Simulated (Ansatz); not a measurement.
Input file:

```
crystal:
  lattice:
    - [3.3136, 0.0, 0.0]
    - [0.0, 4.3763, 0.0]
    - [0.0, 0.0, 44.32580608]
  atoms:
    - { symbol: P, position: [0.0, 0.08056, 0.2285532284] }
    - { symbol: P, position: [0.0, 0.91944, 0.1804817714] }
    - { symbol: P, position: [0.5, 0.58056, 0.1804817714] }
    - { symbol: P, position: [0.5, 0.41944, 0.2285532284] }
    - { symbol: P, position: [0.5, 0.08056, 0.3467462284] }
    - { symbol: P, position: [0.5, 0.91944, 0.2986747714] }
    - { symbol: P, position: [0.0, 0.58056, 0.2986747714] }
    - { symbol: P, position: [0.0, 0.41944, 0.3467462284] }
    - { symbol: P, position: [0.0, 0.08056, 0.4649392285] }
    - { symbol: P, position: [0.0, 0.91944, 0.4168677715] }
    - { symbol: P, position: [0.5, 0.58056, 0.4168677715] }
    - { symbol: P, position: [0.5, 0.41944, 0.4649392285] }
    - { symbol: P, position: [0.5, 0.08056, 0.5831322285] }
    - { symbol: P, position: [0.5, 0.91944, 0.5350607715] }
    - { symbol: P, position: [0.0, 0.58056, 0.5350607715] }
    - { symbol: P, position: [0.0, 0.41944, 0.5831322285] }
    - { symbol: P, position: [0.0, 0.08056, 0.7013252286] }
    - { symbol: P, position: [0.0, 0.91944, 0.6532537716] }
    - { symbol: P, position: [0.5, 0.58056, 0.6532537716] }
    - { symbol: P, position: [0.5, 0.41944, 0.7013252286] }
    - { symbol: P, position: [0.5, 0.08056, 0.8195182286] }
    - { symbol: P, position: [0.5, 0.91944, 0.7714467716] }
    - { symbol: P, position: [0.0, 0.58056, 0.7714467716] }
    - { symbol: P, position: [0.0, 0.41944, 0.8195182286] }
  periodic: [true, true, false]
scf:
  occupations: { method: gaussian, width: 0.02 }
  n_extra_bands: 6
output:
  forces: true
  stress: false
  write_density: true
  write_potential: true
  elf: true
  volumetric_format: npy
kpoints:
  mp_grid: { grid: [10, 8, 1] }
hamiltonian:
  xc: r2scan
  dispersion: rvv10
relax:
  f_tol: 0.006
  max_steps: 100
```

Run with:

```sh
ansatz run input.yaml --threads 8 --pin off --max-ram 26624MiB --backend cpu --events-out ev --progress --plain --runs-dir out
```

The fields are those of the run's last geometry, not of the input's.

Theory: DFT r2SCAN+rVV10, scalar-relativistic, plane waves, PAW (Ansatz 0.2.0).

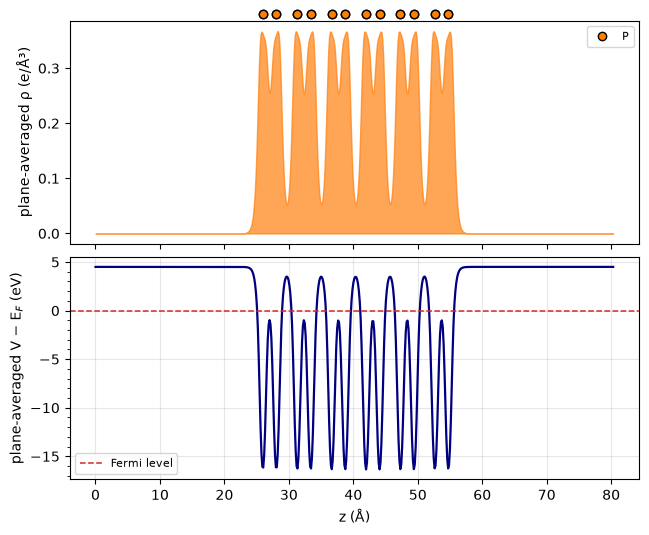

P. Plane average of the electrostatic potential (local pseudopotential plus Hartree) felt by an electron and of the valence pseudo-density across the slab. Circles mark the heights of the atoms.

In a PAW calculation such maps are meaningful between the atoms, not at the nuclei.

Q: How far above the Fermi level of the calculation is the vacuum level?

A: 4.5 eV.

Q: How thick is the slab, and how wide the vacuum?

A: The outermost nuclei are 28.8 Å apart, in 12 atomic planes; the vacuum between periodic images is 51.6 Å wide.
